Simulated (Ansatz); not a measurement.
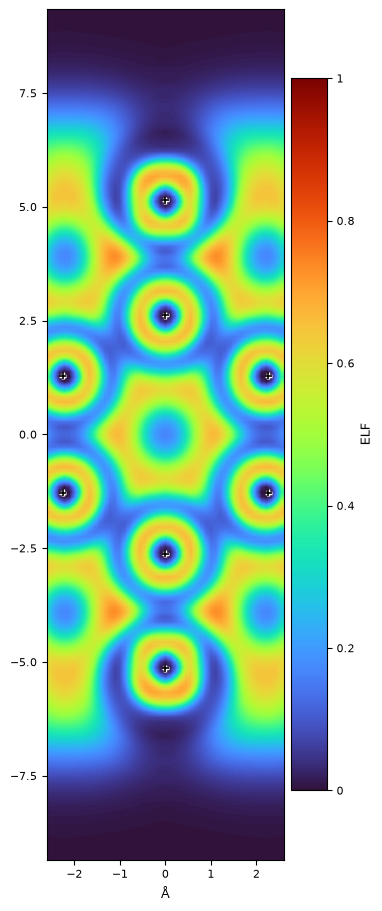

The ELF on a plane through atoms (crosses mark nuclei in the plane).

All numbers below come from DFT PBEsol, scalar-relativistic, plane waves, PAW in Ansatz 0.2.0.

Candidates:
A. Ti (slab), a = 2.80 Å, b = 4.52 Å, c = 25.43 Å, α = 90.00°, β = 90.00°, γ = 90.00°. Computed without spin polarisation.
B. Si2W (slab), a = 3.20 Å, b = 3.20 Å, c = 23.49 Å, α = 90.00°, β = 90.00°, γ = 90.00°. 
C. GeSe, a = 10.71 Å, b = 3.85 Å, c = 4.26 Å, α = 90.00°, β = 90.00°, γ = 90.00°. Space group Pnma.

Which system is this?

Candidate A: Ti on the (100) plane of the calculation cell, a cut from vacuum to vacuum, which holds Ti. Ti–Ti (2.52 Å): the ELF is about 0.15 at the midpoint: no shared electron pair shows on this line. Ti–Ti (2.57 Å): the ELF is about 0.10 at the midpoint; no localised pair shows between them.
